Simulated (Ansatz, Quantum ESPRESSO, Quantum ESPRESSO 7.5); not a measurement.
# Complex bands of ZnS, zinc blende type, lattice constant set to 5.45 Å

How good a tunnel barrier is ZnS, zinc blende type, lattice constant set to 5.45 Å?

Program: Quantum ESPRESSO 7.5. Level of theory: plane-wave DFT, PBE, GBRV ultrasoft pseudopotentials (cross-check by Ansatz 0.2.0 with PAW datasets). Results are calculated unless marked as measured.

## 1. The structure

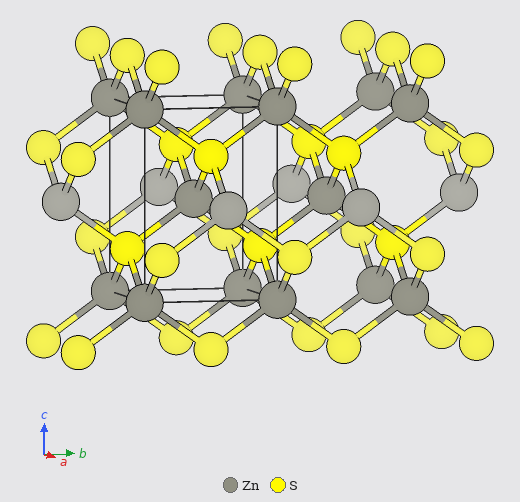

The starting structure, seen from the side, with the c axis up (zinc grey, sulfur yellow). 1×2×1 cells are drawn. Some periodic images of atoms are drawn too.

## 2. Ground state

pwcond needs a cell whose third axis lies along the current and stands perpendicular to the other two.

scf.in reads:

```
&control
  prefix = 'scf'
  outdir = './out'
  pseudo_dir = './pseudo'
  calculation = 'scf'
  tprnfor = .true.
/
&system
  ibrav = 0
  nat = 4
  ntyp = 2
  ecutwfc = 40
  ecutrho = 200
  occupations = 'fixed'
  nbnd = 30
/
&electrons
  conv_thr = 1e-09
  mixing_beta = 0.6
  electron_maxstep = 120
/
ATOMIC_SPECIES
  Zn  65.3800  zn_pbe_v1.uspp.F.UPF
  S   32.0600  s_pbe_v1.4.uspp.F.UPF
CELL_PARAMETERS angstrom
  3.85373195746668 0.00000000000000 0.00000000000000
  0.00000000000000 3.85373195746668 0.00000000000000
  0.00000000000000 0.00000000000000 5.45000000000000
ATOMIC_POSITIONS crystal
  Zn  0.000000000000 0.000000000000 0.000000000000
  S   0.500000000000 0.000000000000 0.250000000000
  Zn  0.500000000000 0.500000000000 0.500000000000
  S   0.000000000000 0.500000000000 0.750000000000
K_POINTS automatic
  6 6 6 0 0 0
```

Run with:

```sh
OMP_NUM_THREADS=1 mpirun -n 2 pw.x -nk 2 -in scf.in > scf.out
```

What it wrote:

```text
Program PWSCF v.7.5 starts
[citation notice left out]

     Parallel version (MPI & OpenMP), running on       2 processor cores
     Number of MPI processes:                 2
     Threads/MPI process:                     1

     MPI processes distributed on     1 nodes
[...]
Current dimensions of program PWSCF are:
     Max number of different atomic species (ntypx) = 10
     Max number of k-points (npk) =  40000
     Max angular momentum in pseudopotentials (lmaxx) =  4
     Found identity + ( -0.5000 -0.5000 -0.5000) symmetry
     This is a supercell, fractional translations are disabled
     Message from routine setup:
     using ibrav=0 with symmetry is DISCOURAGED, use correct ibrav instead

     K-points division:     npool     =       2
     Subspace diagonalization in iterative solution of the eigenvalue problem:
     a serial algorithm will be used

     G-vector sticks info
     --------------------
     sticks:   dense  smooth     PW     G-vecs:    dense   smooth      PW
     Sum         845     673    213                26131    18713    3179

     Using Slab Decomposition

     bravais-lattice index     =            0
     lattice parameter (alat)  =       7.2825  a.u.
     unit-cell volume          =     546.2056 (a.u.)^3
     number of atoms/cell      =            4
     number of atomic types    =            2
     number of electrons       =        52.00
     number of Kohn-Sham states=           30
     kinetic-energy cutoff     =      40.0000  Ry
     charge density cutoff     =     200.0000  Ry
     scf convergence threshold =      1.0E-09
     mixing beta               =       0.6000
     number of iterations used =            8  plain     mixing
     Exchange-correlation=  SLA  PW   PBX  PBC
                           (   1   4   3   4   0   0   0)

     celldm(1)=   7.282498  celldm(2)=   0.000000  celldm(3)=   0.000000
     celldm(4)=   0.000000  celldm(5)=   0.000000  celldm(6)=   0.000000

     crystal axes: (cart. coord. in units of alat)
               a(1) = (   1.000000   0.000000   0.000000 )
               a(2) = (   0.000000   1.000000   0.000000 )
               a(3) = (   0.000000   0.000000   1.414214 )

     reciprocal axes: (cart. coord. in units 2 pi/alat)
               b(1) = (  1.000000  0.000000  0.000000 )
               b(2) = (  0.000000  1.000000  0.000000 )
               b(3) = (  0.000000  0.000000  0.707107 )

     PseudoPot. # 1 for Zn read from file:
     ./pseudo/zn_pbe_v1.uspp.F.UPF
     Pseudo is Ultrasoft, Zval = 20.0
     Generated by new atomic code, or converted to UPF format
     Using radial grid of  943 points,  6 beta functions with:
                l(1) =   0
                l(2) =   0
                l(3) =   1
                l(4) =   1
                l(5) =   2
                l(6) =   2
     Q(r) pseudized with  8 coefficients,  rinner =    1.100   1.100   1.100
                                                       1.100   1.100

     PseudoPot. # 2 for S  read from file:
     ./pseudo/s_pbe_v1.4.uspp.F.UPF
     Pseudo is Ultrasoft + core correction, Zval =  6.0
     Generated by new atomic code, or converted to UPF format
     Using radial grid of  907 points,  6 beta functions with:
                l(1) =   0
                l(2) =   0
                l(3) =   1
                l(4) =   1
                l(5) =   2
                l(6) =   2
     Q(r) pseudized with  8 coefficients,  rinner =    1.300   1.300   1.300
                                                       1.300   1.300

     atomic species   valence    mass     pseudopotential
     Zn               20.00    65.38000     Zn( 1.00)
     S                 6.00    32.06000     S ( 1.00)

      8 Sym. Ops. (no inversion) found

   Cartesian axes

     site n.     atom                  positions (alat units)
         1        Zn     tau(   1) = (   0.0000000   0.0000000   0.0000000  )
         2        S      tau(   2) = (   0.5000000   0.0000000   0.3535534  )
         3        Zn     tau(   3) = (   0.5000000   0.5000000   0.7071068  )
         4        S      tau(   4) = (   0.0000000   0.5000000   1.0606602  )

     number of k points=    40
                       cart. coord. in units 2pi/alat
        k(    1) = (   0.0000000   0.0000000   0.0000000), wk =   0.0092593
        k(    2) = (   0.0000000   0.0000000   0.1178511), wk =   0.0185185
        k(    3) = (   0.0000000   0.0000000   0.2357023), wk =   0.0185185
        k(    4) = (   0.0000000   0.0000000  -0.3535534), wk =   0.0092593
        k(    5) = (   0.0000000   0.1666667   0.0000000), wk =   0.0370370
        k(    6) = (   0.0000000   0.1666667   0.1178511), wk =   0.0740741
        k(    7) = (   0.0000000   0.1666667   0.2357023), wk =   0.0740741
        k(    8) = (   0.0000000   0.1666667  -0.3535534), wk =   0.0370370
        k(    9) = (   0.0000000   0.3333333   0.0000000), wk =   0.0370370
        k(   10) = (   0.0000000   0.3333333   0.1178511), wk =   0.0740741
[...]
k(   40) = (  -0.5000000  -0.5000000  -0.3535534), wk =   0.0092593

     Dense  grid:    26131 G-vectors     FFT dimensions: (  36,  36,  48)

     Smooth grid:    18713 G-vectors     FFT dimensions: (  30,  30,  45)

     Estimated max dynamical RAM per process >      81.22 MB

     Estimated total dynamical RAM >     156.07 MB

     Initial potential from superposition of free atoms

     starting charge      51.9996, renormalised to      52.0000
     Starting wfcs are   34 randomized atomic wfcs

     total cpu time spent up to now is        1.1 secs

     per-process dynamical memory:    45.1 Mb

     Self-consistent Calculation

     iteration #  1     ecut=    40.00 Ry     beta= 0.60
     Davidson diagonalization with overlap
     ethr =  1.00E-02,  avg # of iterations =  3.6

     Threshold (ethr) on eigenvalues was too large:
     Diagonalizing with lowered threshold

     Davidson diagonalization with overlap
     ethr =  4.01E-04,  avg # of iterations =  2.3

     total cpu time spent up to now is        4.6 secs

     total energy              =    -971.46567846 Ry
     estimated scf accuracy    <       0.20896214 Ry

     iteration #  2     ecut=    40.00 Ry     beta= 0.60
[...]
total energy              =    -971.52129172 Ry
     estimated scf accuracy    <       0.09046007 Ry

     iteration #  3     ecut=    40.00 Ry     beta= 0.60
[...]
total energy              =    -971.54048107 Ry
     estimated scf accuracy    <       0.00377766 Ry

     iteration #  4     ecut=    40.00 Ry     beta= 0.60
[...]
total energy              =    -971.54108017 Ry
     estimated scf accuracy    <       0.00041447 Ry

     iteration #  5     ecut=    40.00 Ry     beta= 0.60
[...]
total energy              =    -971.54110123 Ry
     estimated scf accuracy    <       0.00000604 Ry

     iteration #  6     ecut=    40.00 Ry     beta= 0.60
[...]
total energy              =    -971.54110657 Ry
     estimated scf accuracy    <       0.00000017 Ry

     iteration #  7     ecut=    40.00 Ry     beta= 0.60
[...]
total energy              =    -971.54110665 Ry
     estimated scf accuracy    <       0.00000004 Ry

     iteration #  8     ecut=    40.00 Ry     beta= 0.60
[...]
total energy              =    -971.54110666 Ry
     estimated scf accuracy    <          5.4E-09 Ry

     iteration #  9     ecut=    40.00 Ry     beta= 0.60
[...]
End of self-consistent calculation

          k = 0.0000 0.0000 0.0000 (  2373 PWs)   bands (ev):

  -118.4150-118.4149 -72.5850 -72.5848 -72.5848 -72.5848 -72.5848 -72.5848
    -6.5711  -5.3903   0.1576   0.1630   0.1630   0.1630   0.4869   0.4869
     0.6340   0.6341   0.7044   0.8397   1.9404   4.2689   4.2689   6.4007
     6.4008   6.4008   8.3951   9.8636  10.4687  12.7867

          k = 0.0000 0.0000 0.1179 (  2369 PWs)   bands (ev):

  -118.4150-118.4149 -72.5850 -72.5849 -72.5848 -72.5848 -72.5848 -72.5848
    -6.5036  -5.4842   0.1505   0.1551   0.1797   0.1797   0.4584   0.4584
     0.6267   0.6388   0.6997   0.7367   2.2632   4.3895   4.3895   5.8190
     6.2161   6.2161   9.0369   9.9948  10.5840  12.4368

          k = 0.0000 0.0000 0.2357 (  2345 PWs)   bands (ev):

  -118.4150-118.4149 -72.5850 -72.5849 -72.5848 -72.5848 -72.5848 -72.5848
    -6.3124  -5.7274   0.1337   0.1376   0.2281   0.2281   0.3871   0.3871
     0.6094   0.6264   0.6516   0.6868   2.9778   4.7270   4.7270   4.8368
     5.7608   5.7608  10.1013  10.3733  10.8387  11.7044

          k = 0.0000 0.0000-0.3536 (  2348 PWs)   bands (ev):

  -118.4150-118.4149 -72.5850 -72.5849 -72.5848 -72.5848 -72.5848 -72.5848
    -6.0327  -6.0327   0.1262   0.1263   0.3020   0.3020   0.3021   0.3021
     0.5977   0.5977   0.6692   0.6692   3.8633   3.8633   5.2165   5.2165
     5.2165   5.2165  10.8174  10.8174  10.9707  10.9707

          k = 0.0000 0.1667 0.0000 (  2339 PWs)   bands (ev):

  -118.4150-118.4149 -72.5850 -72.5849 -72.5849 -72.5848 -72.5848 -72.5848
    -6.4389  -5.3933   0.1630   0.1835   0.1937   0.2152   0.4602   0.4999
     0.6263   0.6381   0.6853   0.9182   1.9266   3.7107   4.4538   5.2474
     6.0208   6.3188   9.3771  10.2871  11.3831  12.5321

          k = 0.0000 0.1667 0.1179 (  2342 PWs)   bands (ev):

  -118.4150-118.4149 -72.5850 -72.5849 -72.5848 -72.5848 -72.5848 -72.5848
    -6.3772  -5.4731   0.1736   0.1965   0.1965   0.2123   0.4327   0.4719
     0.6323   0.6324   0.6859   0.8095   2.1442   3.9261   4.5616   4.7458
     6.1653   6.1654   9.5144  10.4121  11.4622  12.7400

[...]
highest occupied, lowest unoccupied level (ev):     6.4008    8.3951

!    total energy              =    -971.54110666 Ry
     estimated scf accuracy    <          6.4E-10 Ry

     The total energy is the sum of the following terms:
     one-electron contribution =    -915.72056500 Ry
     hartree contribution      =     471.10968605 Ry
     xc contribution           =    -101.36212847 Ry
     ewald contribution        =    -425.56809924 Ry

     convergence has been achieved in   9 iterations

     Forces acting on atoms (cartesian axes, Ry/au):

     atom    1 type  1   force =     0.00000000    0.00000000    0.00000000
     atom    2 type  2   force =     0.00000000    0.00000000   -0.00000042
     atom    3 type  1   force =     0.00000000    0.00000000    0.00000000
     atom    4 type  2   force =     0.00000000    0.00000000    0.00000042

     Total force =     0.000001     Total SCF correction =     0.000008
     SCF correction compared to forces is large: reduce conv_thr to get better values

[...]
=------------------------------------------------------------------------------=
   JOB DONE.
=------------------------------------------------------------------------------=
```

Elapsed: 22 s, on 2 MPI ranks of Arm Neoverse V2, shared host; peak memory 0.23 GiB; 44 s of CPU time.

Read from the output:

```
free energy                          : -13218.4902 eV
valence top, on the run's zero       : 6.401 eV
conduction bottom, on the run's zero : 8.395 eV
gap by band count                    : 1.994 eV
```

The run needed 9 iterations to bring the estimated error under 1e-09 Ry.

(Continued in part 2 of 3.)

[Logs are printed without paths, hosts, clocks, repeated set-up lines and the standing remarks that a program may print on its own settings, such as how far it seeks lower states.]

[Hosts, paths, dates, database ids (printed as entryN), source tags and the programs' standing remarks are cut or masked in the printed files.]

[Maps of the electrostatic potential energy from Ansatz leave out the sawtooth potential of an applied field or a dipole correction, so their vacuum need not be flat; planar profiles and work functions include it.]
